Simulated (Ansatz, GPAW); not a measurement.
# Work function of a 7-layer slab of K(100) at several levels, part 2 of 3

How far do functional and basis move the work function of a 7-layer slab of K(100)?

GPAW 26.7.0 and Ansatz 0.2.0; Ansatz plane waves; slab in vacuum with a dipole correction, relaxation (the session's first sound run).

So far: Starting point; Relaxing the atoms.

## Step 2: Relaxing the atoms (continued)

The electrostatic potential energy of an electron (with the applied field's), less the Fermi level, planar mean oscillates, so the rows of the table below give means over windows of 2.67 Å about each position, cut where the curve ends. Its maxima inside the range that stand out by 2 % of the span (Å: eV): 10.4: 0.914, 12.9: 0.912, 15.6: 1.04, 18.2: 1.02, 20.9: 0.955, 23.6: 1.10. Its minima: 9.0: -2.80, 11.7: -2.63, 14.2: -2.61, 17.0: -2.65, 19.7: -2.62, 22.3: -2.62, 25.0: -2.78.

Table of electrostatic potential energy of an electron (with the applied field's), less the Fermi level, planar mean by z; means over each step:

```csv
z (Å),"electrostatic potential energy of an electron (with the applied field's), less the Fermi level, planar mean (eV)"
1.33,2.27
4.00,2.26
6.67,1.89
9.34,-0.721
12.02,-0.648
14.68,-0.591
17.36,-0.614
20.02,-0.616
22.70,-0.567
25.37,-0.574
28.04,2.12
30.70,2.26
33.38,2.26
```

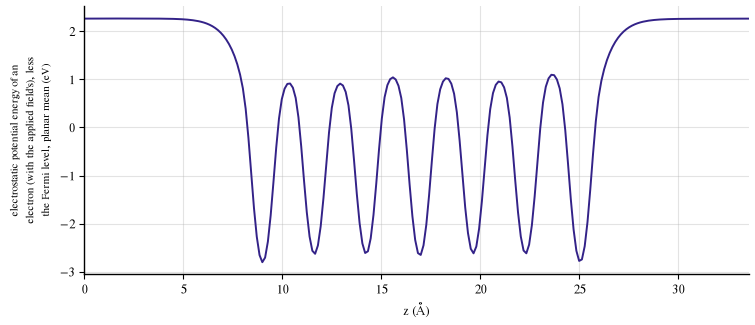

Electrostatic potential energy of an electron (with the applied field's), less the Fermi level, planar mean against z.

The valence density, planar mean oscillates, so the rows of the table below give means over windows of 2.67 Å about each position, cut where the curve ends. Its maxima inside the range that stand out by 2 % of the span (Å: e/Å³): 9.0: 0.265, 11.7: 0.266, 14.2: 0.266, 17.0: 0.265, 19.7: 0.267, 22.3: 0.266, 25.0: 0.264. Its minima: 10.2: 0.0259, 12.9: 0.0244, 15.6: 0.0224, 18.2: 0.0227, 20.9: 0.0237, 23.7: 0.0228.

The valence density, planar mean by z; means over each step:

```csv
z (Å),"valence density, planar mean (e/Å³)"
1.33,1.4e-6
4.00,9.3e-5
6.67,0.00489
9.34,0.123
12.02,0.124
14.68,0.123
17.36,0.123
20.02,0.123
22.70,0.123
25.37,0.118
28.04,0.00158
30.70,3.3e-5
33.38,7.8e-7
```

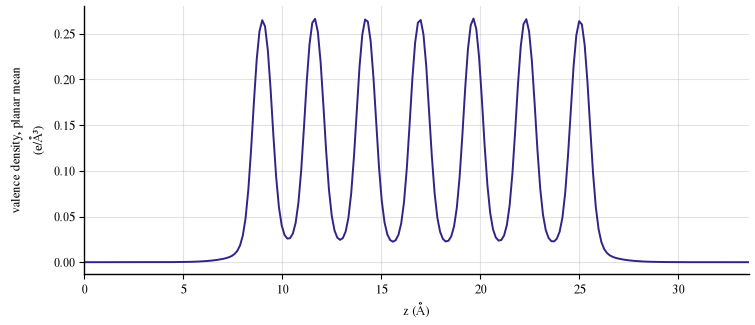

Valence density, planar mean against z.

The relaxation lowered the energy of the cell by 0.00411 eV.

## Step 3: Plane waves, PBE

With the geometry fixed, the planar mean of the potential gives the vacuum level on each side.

This step: GPAW, PAW setups; slab in vacuum (GPAW 26.7.0).

Contents of run.py:

```python
import json
import numpy as np
from ase import Atoms
from gpaw import GPAW, PW

slab = Atoms(
    ['K', 'K', 'K', 'K', 'K', 'K', 'K'],
    positions=[
        [0.00000, 0.00000, 9.00000],
        [2.61500, 2.61500, 11.61500],
        [0.00000, 0.00000, 14.23000],
        [2.61500, 2.61500, 16.93727],
        [0.00000, 0.00000, 19.63682],
        [2.61500, 2.61500, 22.28936],
        [0.00000, 0.00000, 25.03376]],
    cell=[[5.23, 0.0, 0.0], [0.0, 5.23, 0.0], [0.0, 0.0, 33.69]],
    pbc=[True, True, False])

slab.calc = GPAW(mode=PW(400), xc='PBE', kpts={'size': (6, 6, 1), 'gamma': True},
                 occupations={'name': 'fermi-dirac', 'width': 0.1}, nbands='140%',
                 convergence={'density': 1e-05}, maxiter=200,
                 poissonsolver={'dipolelayer': 'xy'},
                 symmetry={'tolerance': 1e-3}, txt='slab.txt')
result = {}
energy = slab.get_potential_energy()
fermi = slab.calc.get_fermi_level()
v = slab.calc.get_electrostatic_potential().mean((0, 1)) - fermi
n = slab.calc.get_pseudo_density().mean((0, 1))
L = slab.cell[2, 2]
z = np.arange(len(v)) * L / len(v)
low, high = slab.positions[:, 2].min(), slab.positions[:, 2].max()
below, above = np.interp([low - 6.8, high + 6.8], z, v)
slopes = [np.interp(x, z, np.gradient(v, z)) for x in (low - 6.8, high + 6.8)]
eps = np.array([[slab.calc.get_eigenvalues(k, s) for k in range(len(slab.calc.get_ibz_k_points()))]
                for s in range(slab.calc.get_number_of_spins())]) - fermi
top, bottom = eps[eps < 0].max(), eps[eps > 0].min()
dipole = slab.get_dipole_moment()[2]
print(f'energy {energy:.4f} eV, Fermi level {fermi:.4f} eV, dipole {dipole:.5f} e A')
print(f'potential 6.8 A off the faces, from the Fermi level: lower {below:.4f} eV, upper {above:.4f} eV')
print(f'slope of the potential there: lower {slopes[0]:.5f}, upper {slopes[1]:.5f} eV/A')
print(f'nearest levels on the mesh: {top:.4f} and {bottom:.4f} eV')
print('magnetic moment', round(slab.get_magnetic_moment(), 3))
result.update(energy=energy, fermi=fermi, dipole=dipole, below=below, above=above, slopes=slopes, edges=[top, bottom],
              z=z.tolist(), v=v.tolist(), n=n.tolist(), positions=slab.positions.tolist(),
              forces=slab.get_forces(apply_constraint=False).tolist(), moments=slab.get_magnetic_moments().tolist())
json.dump(result, open('result.json', 'w'))
```

On the command line:

```
$ OMP_NUM_THREADS=1 OPENBLAS_NUM_THREADS=1 python run.py
```

Numbers of over 12 decimals in the logs are rounded to 6 here.

The program printed:

```text
energy -7.8151 eV, Fermi level -0.3948 eV, dipole 0.00071 e A
potential 6.8 A off the faces, from the Fermi level: lower 2.2678 eV, upper 2.2630 eV
slope of the potential there: lower -0.00031, upper 0.00030 eV/A
nearest levels on the mesh: -0.0105 and 0.0033 eV
magnetic moment 0.0
```

Wall time 2.4 min (1 thread of AMD EPYC 9R14 (Zen 4), shared host); peak memory 0.48 GiB.

Numbers from this step:

```yaml
dipole_along_the_normal: 7.10e-4 e·Å
levels_nearest_the_fermi_level_on_the_mesh: -0.01047, 0.003313 eV from the Fermi level
upper_work_function: 2.263 eV
lower_work_function: 2.268 eV
```

The electrostatic potential energy of an electron (without an applied field's), less the Fermi level, planar mean oscillates, so the rows of the table below give means over windows of 2.63 Å about each position, cut where the curve ends. Its maxima inside the range that stand out by 2 % of the span (Å: eV): 10.3: 0.924, 12.9: 0.913, 15.6: 1.04, 18.3: 1.03, 21.1: 0.941, 23.7: 1.10. Its minima: 8.9: -4.75, 11.6: -4.61, 14.2: -4.62, 17.0: -4.67, 19.7: -4.57, 22.3: -4.61, 25.1: -4.79.

Table of electrostatic potential energy of an electron (without an applied field's), less the Fermi level, planar mean by z; means over each step:

```csv
z (Å),"electrostatic potential energy of an electron (without an applied field's), less the Fermi level, planar mean (eV)"
1.31,2.27
3.94,2.26
6.57,1.95
9.21,-1.15
11.83,-1.08
14.46,-1.03
17.09,-1.07
19.73,-1.05
22.36,-1.03
24.98,-1.10
27.61,2.00
30.25,2.26
32.88,2.26
```

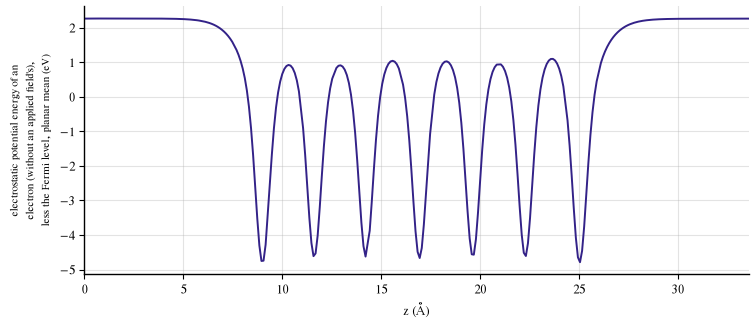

Electrostatic potential energy of an electron (without an applied field's), less the Fermi level, planar mean against z.

The pseudo valence density, planar mean oscillates, so the rows of the table below give means over windows of 2.74 Å about each position, cut where the curve ends. Its maxima inside the range that stand out by 2 % of the span (Å: e/Å³): 9.1: 0.286, 11.6: 0.290, 14.3: 0.283, 16.8: 0.282, 19.6: 0.288, 22.3: 0.290, 25.1: 0.288. Its minima: 10.3: 0.0255, 12.8: 0.0250, 15.6: 0.0224, 18.3: 0.0226, 21.1: 0.0242, 23.6: 0.0230.

The pseudo valence density, planar mean by z; means over each step:

```csv
z (Å),"pseudo valence density, planar mean (e/Å³)"
1.37,1.5e-6
4.11,1.1e-4
6.85,0.00837
9.59,0.123
12.33,0.125
15.07,0.122
17.81,0.122
20.55,0.126
23.29,0.120
26.03,0.0928
28.77,6.1e-4
31.51,9.8e-6
```

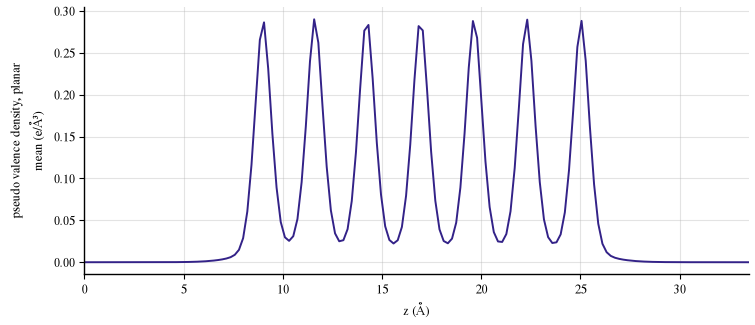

Pseudo valence density, planar mean against z.

The potential is flat to 3.1e-4 eV/Å where it is read, so the vacuum is wide enough. The geometry is the other program's minimum; here the largest force on a free atom is 0.0033 eV/Å.

## Step 4: OptPBE vdW: xc = "optPBE-vdW"

The same geometry under optPBE-vdW, to see how far the functional moves the levels against the vacuum (the van der Waals functionals take revPBE setups).

Changes to run.py since step 3:

```diff
@@ -18,3 +18,3 @@
 
-slab.calc = GPAW(mode=PW(400), xc='PBE', kpts={'size': (6, 6, 1), 'gamma': True},
+slab.calc = GPAW(mode=PW(400), xc='optPBE-vdW', kpts={'size': (6, 6, 1), 'gamma': True},
                  occupations={'name': 'fermi-dirac', 'width': 0.1}, nbands='140%',
```

The program printed:

```text
energy -51.8608 eV, Fermi level -0.4816 eV, dipole 0.00088 e A
potential 6.8 A off the faces, from the Fermi level: lower 2.4272 eV, upper 2.4214 eV
slope of the potential there: lower -0.00116, upper 0.00105 eV/A
nearest levels on the mesh: -0.0058 and 0.0040 eV
magnetic moment 0.0
```

Run time: 3.4 min. Hardware: 1 thread; peak memory 0.96 GiB.

This step gave:

```
dipole along the normal                    : 8.77e-4 e·Å
levels nearest the Fermi level on the mesh : -0.005824, 0.003950 eV from the Fermi level
upper work function                        : 2.421 eV
lower work function                        : 2.427 eV
```

The electrostatic potential energy of an electron (without an applied field's), less the Fermi level, planar mean oscillates, so the rows of the table below give means over windows of 2.63 Å about each position, cut where the curve ends. Its maxima inside the range that stand out by 2 % of the span (Å: eV): 10.3: 0.954, 12.9: 0.952, 15.6: 1.09, 18.3: 1.08, 21.1: 0.980, 23.7: 1.13. Its minima: 8.9: -4.71, 11.6: -4.58, 14.2: -4.57, 17.0: -4.62, 19.7: -4.51, 22.3: -4.57, 25.1: -4.74.

Table of electrostatic potential energy of an electron (without an applied field's), less the Fermi level, planar mean by z; means over each step:

```csv
z (Å),"electrostatic potential energy of an electron (without an applied field's), less the Fermi level, planar mean (eV)"
1.31,2.43
3.94,2.42
6.57,2.06
9.21,-1.11
11.83,-1.05
14.46,-0.985
17.09,-1.02
19.73,-1.00
22.36,-1.00
24.98,-1.06
27.61,2.12
30.25,2.41
32.88,2.42
```

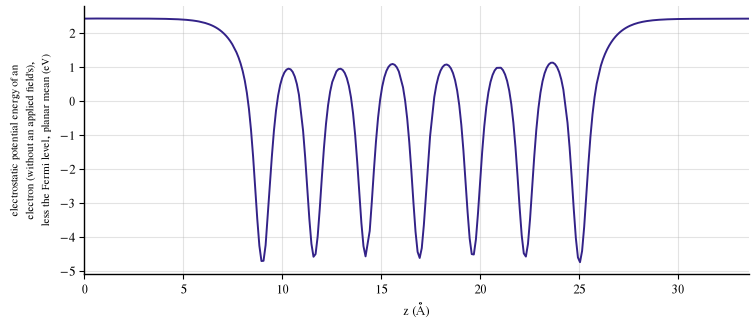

Electrostatic potential energy of an electron (without an applied field's), less the Fermi level, planar mean, plotted against z.

The pseudo valence density, planar mean oscillates, so the rows of the table below give means over windows of 2.74 Å about each position, cut where the curve ends. Its maxima inside the range that stand out by 2 % of the span (Å: e/Å³): 9.1: 0.286, 11.6: 0.290, 14.3: 0.283, 16.8: 0.282, 19.6: 0.288, 22.3: 0.290, 25.1: 0.288. Its minima: 10.3: 0.0256, 12.8: 0.0251, 15.6: 0.0224, 18.3: 0.0226, 21.1: 0.0243, 23.6: 0.0230.

The pseudo valence density, planar mean by z; means over each step:

```csv
z (Å),"pseudo valence density, planar mean (e/Å³)"
1.37,4.6e-6
4.11,1.5e-4
6.85,0.00838
9.59,0.123
12.33,0.125
15.07,0.122
17.81,0.122
20.55,0.126
23.29,0.120
26.03,0.0927
28.77,6.6e-4
31.51,2.0e-5
```

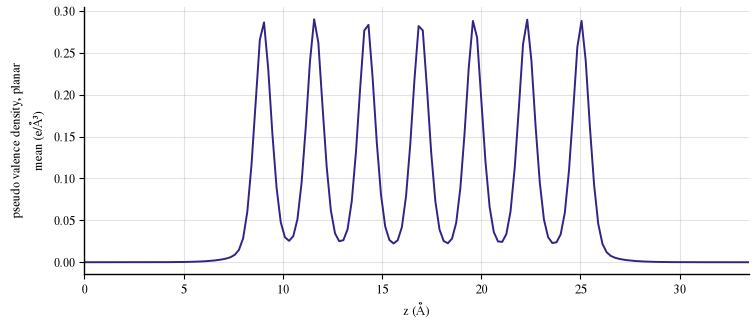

Pseudo valence density, planar mean against z.

The upper face's work function is 2.421 eV, against 2.263 eV in the first plane-wave PBE run at this geometry.

## Step 5: Self-consistent run: xc = "LDA"

The same geometry under LDA, to see how far the functional moves the levels against the vacuum.

Changes to run.py since step 4:

```diff
@@ -18,3 +18,3 @@
 
-slab.calc = GPAW(mode=PW(400), xc='optPBE-vdW', kpts={'size': (6, 6, 1), 'gamma': True},
+slab.calc = GPAW(mode=PW(400), xc='LDA', kpts={'size': (6, 6, 1), 'gamma': True},
                  occupations={'name': 'fermi-dirac', 'width': 0.1}, nbands='140%',
```

The program printed:

```text
energy -8.6290 eV, Fermi level -0.5538 eV, dipole 0.00051 e A
potential 6.8 A off the faces, from the Fermi level: lower 2.3861 eV, upper 2.3826 eV
slope of the potential there: lower -0.00025, upper 0.00023 eV/A
nearest levels on the mesh: -0.0053 and 0.0020 eV
magnetic moment 0.0
```

It took 2.3 min on 1 thread; peak memory 0.48 GiB.

This step gave:

```
dipole along the normal                    : 5.14e-4 e·Å
levels nearest the Fermi level on the mesh : -0.005329, 0.001977 eV from the Fermi level
upper work function                        : 2.383 eV
lower work function                        : 2.386 eV
```

The upper face's work function is 2.383 eV, against 2.263 eV in the first plane-wave PBE run at this geometry.

## Step 6: Self-consistent run: xc = "vdW-DF2"

The same geometry under vdW-DF2, to see how far the functional moves the levels against the vacuum (the van der Waals functionals take revPBE setups).

Changes to run.py since step 5:

```diff
@@ -18,3 +18,3 @@
 
-slab.calc = GPAW(mode=PW(400), xc='LDA', kpts={'size': (6, 6, 1), 'gamma': True},
+slab.calc = GPAW(mode=PW(400), xc='vdW-DF2', kpts={'size': (6, 6, 1), 'gamma': True},
                  occupations={'name': 'fermi-dirac', 'width': 0.1}, nbands='140%',
```

The program printed:

```text
energy -244.9328 eV, Fermi level -0.5953 eV, dipole -0.00012 e A
potential 6.8 A off the faces, from the Fermi level: lower 2.5768 eV, upper 2.5775 eV
slope of the potential there: lower -0.00049, upper 0.00048 eV/A
nearest levels on the mesh: -0.0069 and 0.0039 eV
magnetic moment 0.0
```

Run time: 4.6 min. Hardware: 1 thread; peak memory 0.96 GiB.

This step gave:

```
dipole along the normal                    : -1.15e-4 e·Å
levels nearest the Fermi level on the mesh : -0.006939, 0.003921 eV from the Fermi level
upper work function                        : 2.577 eV
lower work function                        : 2.577 eV
```

The upper face's work function is 2.577 eV, against 2.263 eV in the first plane-wave PBE run at this geometry.

## Step 7: Real-space grid: mode = "fd"

A real-space grid is a second complete basis, so it checks the plane-wave result.

Changes to run.py since step 6:

```diff
@@ -3,3 +3,3 @@
 from ase import Atoms
-from gpaw import GPAW, PW
+from gpaw import GPAW
 
@@ -18,3 +18,3 @@
 
-slab.calc = GPAW(mode=PW(400), xc='vdW-DF2', kpts={'size': (6, 6, 1), 'gamma': True},
+slab.calc = GPAW(mode='fd', h=0.18, xc='PBE', kpts={'size': (6, 6, 1), 'gamma': True},
                  occupations={'name': 'fermi-dirac', 'width': 0.1}, nbands='140%',
```

The program printed:

```text
energy -8.1726 eV, Fermi level -2.2628 eV, dipole 0.00072 e A
potential 6.8 A off the faces, from the Fermi level: lower 2.2651 eV, upper 2.2604 eV
slope of the potential there: lower -0.00023, upper 0.00021 eV/A
nearest levels on the mesh: -0.0105 and 0.0033 eV
magnetic moment 0.0
```

Wall time 16 min (1 thread); peak memory 2.1 GiB.

This step gave:

| Property | Result |
| --- | --- |
| dipole along the normal | 7.16e-4 e·Å |
| levels nearest the Fermi level on the mesh | -0.01051, 0.003262 eV from the Fermi level |
| upper work function | 2.260 eV |
| lower work function | 2.265 eV |

The electrostatic potential energy of an electron (without an applied field's), less the Fermi level, planar mean oscillates, so the rows of the table below give means over windows of 2.69 Å about each position, cut where the curve ends. Its maxima inside the range that stand out by 2 % of the span (Å: eV): 10.3: 0.924, 12.9: 0.915, 15.6: 1.04, 18.3: 1.03, 20.9: 0.948, 23.6: 1.09. Its minima: 9.0: -4.77, 11.6: -4.61, 14.2: -4.62, 16.9: -4.67, 19.6: -4.62, 22.2: -4.53, 25.1: -4.73.

Electrostatic potential energy of an electron (without an applied field's), less the Fermi level, planar mean against z; means over each step:

```csv
z (Å),"electrostatic potential energy of an electron (without an applied field's), less the Fermi level, planar mean (eV)"
1.34,2.27
4.04,2.26
6.73,1.86
9.42,-1.12
12.11,-1.06
14.80,-0.987
17.48,-1.01
20.18,-1.02
22.87,-0.955
25.56,-0.885
28.25,2.15
30.94,2.26
```

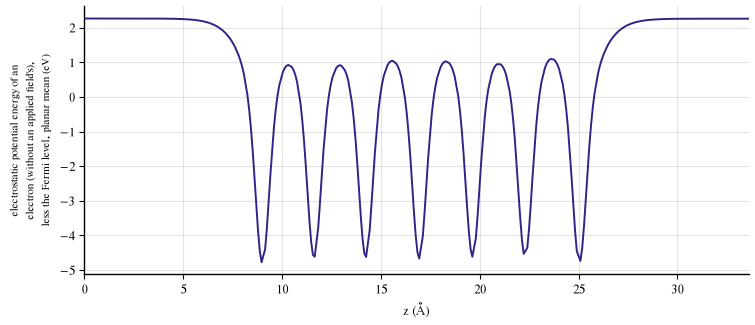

Electrostatic potential energy of an electron (without an applied field's), less the Fermi level, planar mean against z.

The upper face's work function is 2.260 eV, against 2.263 eV in the first plane-wave PBE run at this geometry.

## Step 8: Atomic orbitals: mode = "lcao"

Atom-centred orbitals end a few angstrom from the surface, which tests how much the density's tail matters.

Changes to run.py since step 7:

```diff
@@ -18,4 +18,4 @@
 
-slab.calc = GPAW(mode='fd', h=0.18, xc='PBE', kpts={'size': (6, 6, 1), 'gamma': True},
-                 occupations={'name': 'fermi-dirac', 'width': 0.1}, nbands='140%',
+slab.calc = GPAW(mode='lcao', basis='dzp', h=0.18, xc='PBE', kpts={'size': (6, 6, 1), 'gamma': True},
+                 occupations={'name': 'fermi-dirac', 'width': 0.1}, nbands='120%',
                  convergence={'density': 1e-05}, maxiter=200,
```

The program printed:

```text
energy -5.9788 eV, Fermi level -2.2583 eV, dipole 0.00041 e A
potential 6.8 A off the faces, from the Fermi level: lower 2.2596 eV, upper 2.2569 eV
slope of the potential there: lower -0.00000, upper 0.00000 eV/A
nearest levels on the mesh: -0.0006 and 0.0035 eV
magnetic moment 0.0
```

Run time: 13 min. Hardware: 1 thread; peak memory 0.8 GiB.

Numbers from this step:

| Property | Result |
| --- | --- |
| dipole along the normal | 4.06e-4 e·Å |
| levels nearest the Fermi level on the mesh | -5.84e-4, 0.003521 eV from the Fermi level |
| upper work function | 2.257 eV |
| lower work function | 2.260 eV |

The upper face's work function is 2.257 eV, against 2.263 eV in the first plane-wave PBE run at this geometry.

## Step 9: All levels side by side

Times are for 1 thread of AMD EPYC 9R14 (Zen 4), shared host. The runs compared:

```csv
no.,run,upper work function (eV),lower work function (eV),time,memory (GiB)
1,pw,2.263,2.268,2.4 min,0.48
2,optPBE vdW,2.421,2.427,3.4 min,0.96
3,LDA,2.383,2.386,2.3 min,0.48
4,vdW DF2,2.577,2.577,4.6 min,0.96
5,fd,2.260,2.265,16 min,2.1
6,lcao,2.257,2.260,13 min,0.8
```

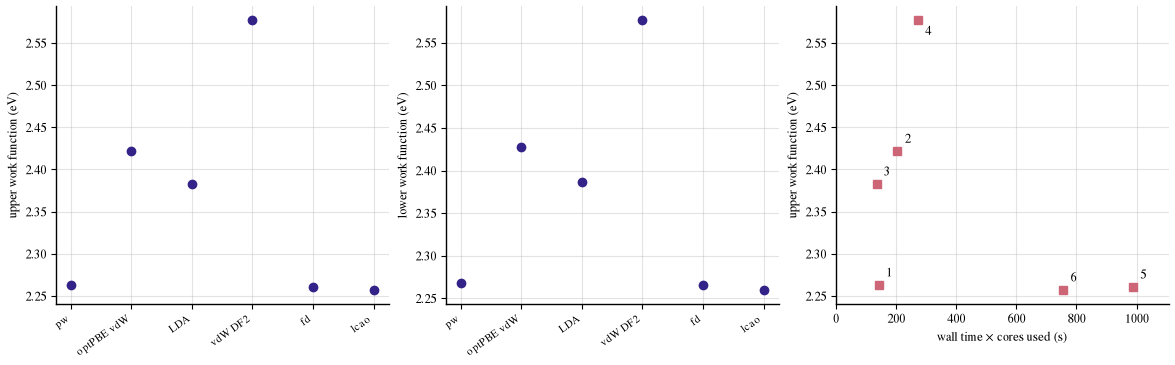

The series as plots; the last panel sets the first result against cost, with the runs numbered as in the table.

(Continued in part 3 of 3.)

[Logs are printed without paths, hosts, clocks, repeated set-up lines and the standing remarks that a program may print on its own settings, such as how far it seeks lower states.]

[Hosts, paths, dates, database ids (printed as entryN), source tags and the programs' standing remarks are cut or masked in the printed files.]
